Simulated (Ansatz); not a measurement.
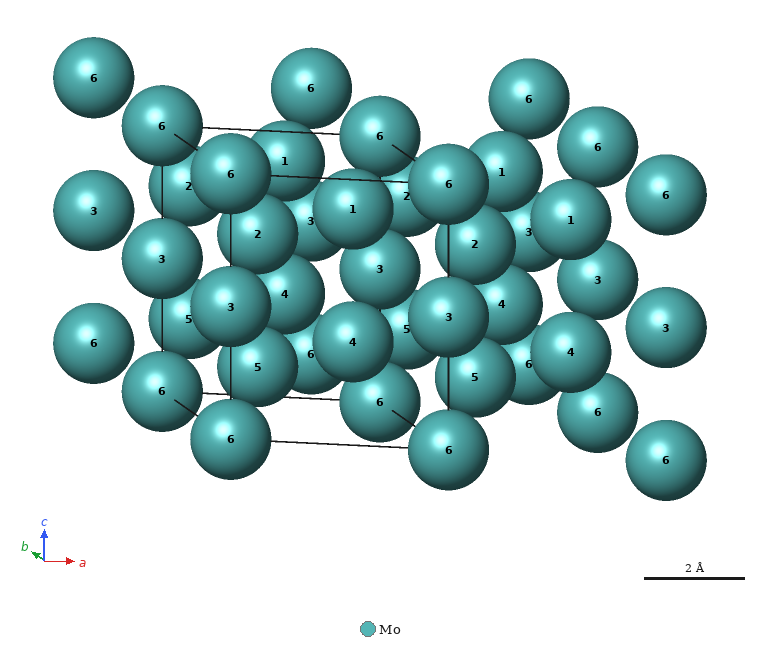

The starting structure (spheres-only view of the cell of the calculation, repeated 2 × 2 × 1, seen slightly off an axis; atoms are numbered from 1 in the order of the input). An atom can appear more than once, as a periodic image.

## Run report: Mo, geometry relaxation (part 1 of 2)

System: Mo (Im-3m, 6 atoms in the cell).
Method: DFT r2SCAN, scalar-relativistic, plane waves, PAW, no spin polarisation (Ansatz 0.2.0).

The structure derives from a Materials Project entry. It belongs to a series of runs on one base structure; here: 0 of 6 Mo sites taken by Cr, cell and atoms relaxed. Figures and captions count atoms from 1; the log counts them from 0 in places.

**Input file**
```yaml
crystal:
  lattice:
    - [0.0, 3.1504302921, -3.1504302921]
    - [3.1504302921, -3.1504302921, 0.0]
    - [-3.1504302921, -3.1504302921, -3.1504302921]
  atoms:
    - { symbol: Mo, position: [0.6666666667, 0.3333333333, 0.8333333333] }
    - { symbol: Mo, position: [0.3333333333, 0.6666666667, 0.6666666667] }
    - { symbol: Mo, position: [0.0, 0.0, 0.5] }
    - { symbol: Mo, position: [0.6666666667, 0.3333333333, 0.3333333333] }
    - { symbol: Mo, position: [0.3333333333, 0.6666666667, 0.1666666667] }
    - { symbol: Mo, position: [0.0, 0.0, 0.0] }
basis:
  ecutwfc: 500
kpoints:
  mp_grid: { grid: [12, 12, 8] }
hamiltonian:
  xc: r2scan
scf:
  occupations: { method: gaussian, width: 0.1 }
output:
  forces: true
  stress: true
  eigenvalues: true
relax:
  adjacent_minimum: "off"
  f_tol: 0.015
  max_steps: 60
  cell: { stress_tol: 0.15 }
```

Launched with:
```bash
ansatz run input.yaml --threads 1 --pin off --max-ram 2560MiB --backend cpu --events-out ev --progress --plain --runs-dir out
```

**What the program printed**
```
Engine: ansatz 0.2.0, x86_64-unknown-linux-gnu
Pseudopotentials: kind: paw
Pseudopotential: Mo, paw, valence charge 14, recommended cutoff 500 eV (meta_gga), Mo.paw.azcp
Functional definition: r2SCAN
  parameter k0 = 0.174
  parameter k1 = 0.065
  parameter a1 = 4.9479
  exchange = r2scan_x(k0 = k0, k1 = k1, a1 = a1)
  correlation = r2scan_c
Crystal: 6 atoms, lattice volume = 93.806 Å³
Basis set: ecut = 500 eV, 2329 PW (Γ), exchange–correlation on 144×144×160 points (64 copies of the dense FFT grid, shifted against one another)
Bands: 51, of which v1, the nominal top of the filled ones, is band 42 counted from 1 (41 counted from 0)
Symmetry: 72 space group operations
Space group: Im-3m (ITA 229), of the structure as read, at distance tolerance 4.5e-5 Å
k-points: 131 of 1152
Non-local potential: Mo, projectors of the file, l = 0: 3, l = 1: 2, l = 2: 2, l = 3: 1
PAW form: soft (Blöchl's): semilocal exchange-correlation on the pseudo side does not see the compensation charge
PAW frozen core: Mo, regenerated for the run's functional (the file was generated under x = pbe(κ = 0.804, μ = 0.2195149727645171), c = pbe(β = 0.06672455060314922))
PAW one-centre angular grid: Mo, 590 points (default); XC on 160 Gauss nodes
Initial density: superposition of atomic densities (neutral atoms: chi_scale 0, normalization atom), corrected by the library's trained network
Initial wavefunctions: pseudopotential atomic-orbital guess
Functional: x = r2scan, c = r2scan; τ floored in thin density (d = 2e-4 eV/Å³)
SCF iter   1: F=—  HF=-29805.604818 eV  |F-HF|=—  |Δ(HF+E_count)|=         —  Δρ=9.50e-3  dr2=6.68e-2  dr2_τ=1.21e-1  ethr=1.77e-3  ⟨swp⟩=4.3  Hψ=21605  notcnv=0
preconditioner: auto → Kerker (q_TF=auto, 2.679 Å⁻¹)  [metal: Δε(μ)=0.009 eV  Ē_g=4.599 eV  σ=0.100 eV  W_gap=0.05  n_scr=22 (ndim 8)  ℏωp=23.0 eV  f_vac=0.000  D(μ)=2.57/eV (n_scr^D=20)]
SCF iter   2: F=—  HF=-29805.606908 eV  |F-HF|=—  |Δ(HF+E_count)|=   2.09e-3  Δρ=5.18e-3  dr2=1.82e-2  dr2_τ=9.43e-4  ethr=7.95e-5  ⟨swp⟩=2.2  Hψ=12432  notcnv=0  defer=2
SCF iter   3: F=—  HF=-29805.603154 eV  |F-HF|=—  |Δ(HF+E_count)|=   3.75e-3  Δρ=6.03e-4  dr2=1.62e-4  dr2_τ=2.40e-5  ethr=2.16e-5  ⟨swp⟩=2.0  Hψ=11020  notcnv=0  defer=2
SCF iter   4: F=—  HF=-29805.603334 eV  |F-HF|=—  |Δ(HF+E_count)|=   1.79e-4  Δρ=1.48e-4  dr2=1.01e-5  dr2_τ=1.90e-6  ethr=1.93e-7  ⟨swp⟩=2.8  Hψ=12094  notcnv=0  defer=2
SCF iter   5: F=—  HF=-29805.603326 eV  |F-HF|=—  |Δ(HF+E_count)|=   7.98e-6  Δρ=1.97e-5  dr2=2.79e-7  dr2_τ=1.05e-7  ethr=1.21e-8  ⟨swp⟩=2.7  Hψ=12264  notcnv=0  defer=2
SCF iter   6: F=-29805.603326 eV  HF=-29805.603326 eV  |F-HF|=3.02e-9  |Δ(HF+E_count)|=   1.38e-7  Δρ=3.42e-6  dr2=2.66e-9  dr2_τ=1.38e-9  ethr=1.19e-10  ⟨swp⟩=7.9  Hψ=26270  notcnv=0
SCF 1 converged in 6 iterations: F = -29805.603326 eV  dr2 = 2.66e-9
  greatest PAW one-centre occupation: 0.997 electrons in one spin orbital (limit 2), on the Mo atom at site 5 (counted from 0), in its partial waves of l = 0
relax step   1: F+E_penalty+E_count = -29805.60332569 eV  Δ(F+E_penalty+E_count) = +0.000e0 eV  max|allowed force component| = 1.532e-26 eV/Å  Δτ_max = 0.0000 Å  P = +0.096 GPa  Ω = 93.806 Å³  (6 SCF iters, dr2 threshold 1.00e-7 eV, accepted)
Crystal: 6 atoms, lattice volume = 93.919 Å³
Basis set: ecut = 500 eV, 2389 PW (Γ), exchange–correlation on 144×144×160 points (64 copies of the dense FFT grid, shifted against one another)
Initial density: handed on by an earlier stage of this run
Initial wavefunctions: those handed on with the density
iter 1 solved again at ethr=3.83e-8 eV; its pass at ethr=3.10e-3 eV (dr2=3.22e-5 eV) is discarded
SCF iter   1: F=—  HF=-29805.602661 eV  |F-HF|=—  |Δ(HF+E_count)|=         —  Δρ=2.77e-4  dr2=4.64e-5  dr2_τ=6.26e-4  ethr=3.83e-8  ⟨swp⟩=3.1  Hψ=33383  notcnv=0
preconditioner: auto → Kerker (q_TF=auto, 2.678 Å⁻¹)  [metal: Δε(μ)=0.005 eV  Ē_g=4.566 eV  σ=0.100 eV  W_gap=0.03  n_scr=22 (ndim 8)  ℏωp=23.0 eV  f_vac=0.000  D(μ)=2.61/eV (n_scr^D=20)]
SCF iter   2: F=—  HF=-29805.603331 eV  |F-HF|=—  |Δ(HF+E_count)|=   6.70e-4  Δρ=1.68e-4  dr2=9.00e-6  dr2_τ=1.07e-6  ethr=3.83e-8  ⟨swp⟩=2.1  Hψ=12241  notcnv=0
SCF iter   3: F=—  HF=-29805.603338 eV  |F-HF|=—  |Δ(HF+E_count)|=   7.59e-6  Δρ=6.12e-5  dr2=1.61e-6  dr2_τ=1.69e-7  ethr=1.07e-8  ⟨swp⟩=2.1  Hψ=9082  notcnv=0
SCF iter   4: F=-29805.603339 eV  HF=-29805.603339 eV  |F-HF|=3.13e-9  |Δ(HF+E_count)|=   9.12e-7  Δρ=1.17e-5  dr2=9.25e-8  dr2_τ=6.69e-9  ethr=1.64e-10  ⟨swp⟩=2.9  Hψ=26590  notcnv=0
the search or the solves at the SCF's close seem to have found levels that the self-consistency loop had missed (the run counts 5). By its estimate they hold under 1e-12 electrons; where the run keeps them, the occupations were computed again with them
SCF 2 converged in 4 iterations: F = -29805.603339 eV  dr2 = 9.25e-8
relax step   2: F+E_penalty+E_count = -29805.60333938 eV  Δ(F+E_penalty+E_count) = -1.369e-5 eV  max|allowed force component| = 4.621e-26 eV/Å  Δτ_max = 0.0000 Å  P = -0.240 GPa  Ω = 93.919 Å³  energy of the carried Pulay correction = -5.520e-5 eV  (4 SCF iters, dr2 threshold 1.38e-7 eV, accepted)
Crystal: 6 atoms, lattice volume = 93.826 Å³
iter 1 solved again at ethr=3.76e-9 eV; its pass at ethr=3.10e-3 eV (dr2=3.16e-6 eV) is discarded
SCF iter   1: F=—  HF=-29805.603294 eV  |F-HF|=—  |Δ(HF+E_count)|=         —  Δρ=7.67e-5  dr2=2.63e-6  dr2_τ=1.31e-4  ethr=3.76e-9  ⟨swp⟩=3.1  Hψ=33539  notcnv=0
preconditioner: auto → Kerker (q_TF=auto, 2.678 Å⁻¹)  [metal: Δε(μ)=0.004 eV  Ē_g=4.572 eV  σ=0.100 eV  W_gap=0.02  n_scr=22 (ndim 8)  ℏωp=23.0 eV  f_vac=0.000  D(μ)=2.60/eV (n_scr^D=20)]
SCF iter   2: F=—  HF=-29805.603465 eV  |F-HF|=—  |Δ(HF+E_count)|=   1.70e-4  Δρ=5.62e-5  dr2=9.07e-7  dr2_τ=1.85e-7  ethr=3.13e-9  ⟨swp⟩=2.2  Hψ=12299  notcnv=0
SCF iter   3: F=-29805.603466 eV  HF=-29805.603466 eV  |F-HF|=1.28e-7  |Δ(HF+E_count)|=   1.14e-6  Δρ=2.06e-5  dr2=1.62e-7  dr2_τ=3.54e-8  ethr=2.57e-10  ⟨swp⟩=3.0  Hψ=25519  notcnv=0
SCF 3 converged in 3 iterations: F = -29805.603466 eV  dr2 = 1.62e-7
relax step   3: F+E_penalty+E_count = -29805.60346589 eV  Δ(F+E_penalty+E_count) = -1.265e-4 eV  max|allowed force component| = 6.927e-27 eV/Å  Δτ_max = 0.0000 Å  P = +0.034 GPa  Ω = 93.826 Å³  energy of the carried Pulay correction = -9.752e-6 eV  (3 SCF iters, dr2 threshold 2.16e-7 eV, accepted)
Initial wavefunctions: pseudopotential atomic-orbital guess (no wavefunctions were taken with the density)
iter 1 solved again at ethr=1.98e-9 eV; its pass at ethr=3.10e-3 eV (dr2=1.66e-6 eV) is discarded
SCF iter   1: F=—  HF=-29805.603462 eV  |F-HF|=—  |Δ(HF+E_count)|=         —  Δρ=8.85e-5  dr2=2.59e-7  dr2_τ=5.81e-8  ethr=1.98e-9  ⟨swp⟩=4.7  Hψ=44390  notcnv=0
preconditioner: auto → Kerker (q_TF=auto, 2.678 Å⁻¹)  [metal: Δε(μ)=0.004 eV  Ē_g=4.571 eV  σ=0.100 eV  W_gap=0.02  n_scr=22 (ndim 8)  ℏωp=23.0 eV  f_vac=0.000  D(μ)=2.60/eV (n_scr^D=20)]
SCF iter   2: F=—  HF=-29805.603474 eV  |F-HF|=—  |Δ(HF+E_count)|=   1.11e-5  Δρ=4.57e-5  dr2=9.92e-8  dr2_τ=4.99e-7  ethr=3.09e-10  ⟨swp⟩=1.1  Hψ=6738  notcnv=0
SCF iter   3: F=—  HF=-29805.603479 eV  |F-HF|=—  |Δ(HF+E_count)|=   5.77e-6  Δρ=4.60e-6  dr2=3.36e-9  dr2_τ=4.16e-9  ethr=1.18e-10  ⟨swp⟩=2.0  Hψ=11338  notcnv=0
SCF iter   4: F=-29805.603479 eV  HF=-29805.603479 eV  |F-HF|=2.18e-11  |Δ(HF+E_count)|=   4.69e-8  Δρ=1.96e-7  dr2=1.79e-11  dr2_τ=1.56e-11  ethr=1.00e-12  ⟨swp⟩=4.8  Hψ=24514  notcnv=0
SCF 4 converged in 4 iterations: F = -29805.603479 eV  dr2 = 1.79e-11
relax step   4: F+E_penalty+E_count = -29805.60347941 eV  Δ(F+E_penalty+E_count) = -1.352e-5 eV  max|allowed force component| = 2.245e-26 eV/Å  Δτ_max = 0.0000 Å  P = +0.033 GPa  Ω = 93.826 Å³  stress off target by 4.98e-2 GPa  SCF on the basis re-selected at this cell (its energy is not comparable with the rows above)  (4 SCF iters)
```

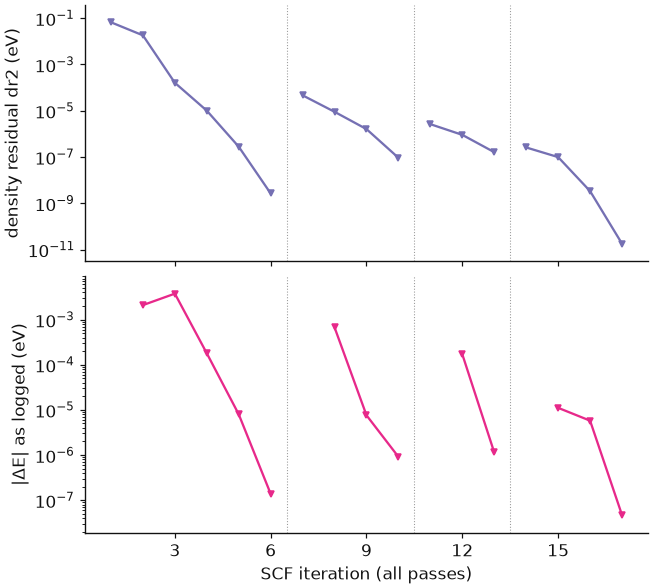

Convergence of the self-consistent field: density residual dr2 and size of the energy change against the SCF iteration. The dotted lines part the SCF passes of the relaxation: geometry steps, rejected trials and re-solves on a re-selected basis. The passes take 6, 4, 3 and 4 iterations.

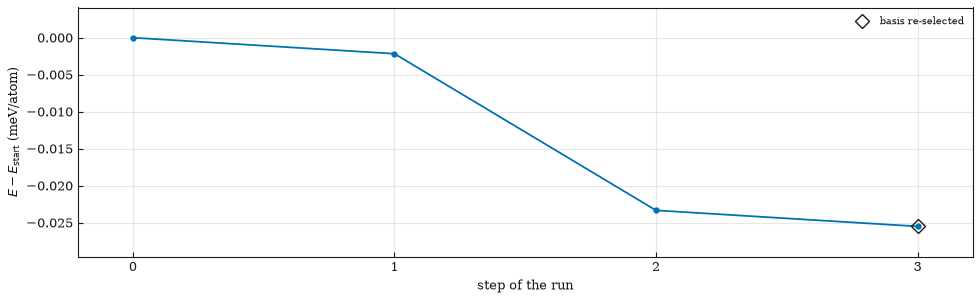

Progress of the relaxation, step by step (the first geometry is step 0 here and step 1 in the log). After 2 geometry steps the energy has fallen by next to nothing (0.0 meV per atom). All forces vanish by symmetry, so only the cell relaxes. Pressure: 0.10 GPa at the start and 0.03 GPa at the end. No atom moves by more than 0.005 Å relative to the cell. The space group stays Im-3m (No. 229). A last SCF at the same geometry on a re-selected plane-wave basis shifts the energy by next to nothing (0.0 meV per atom).
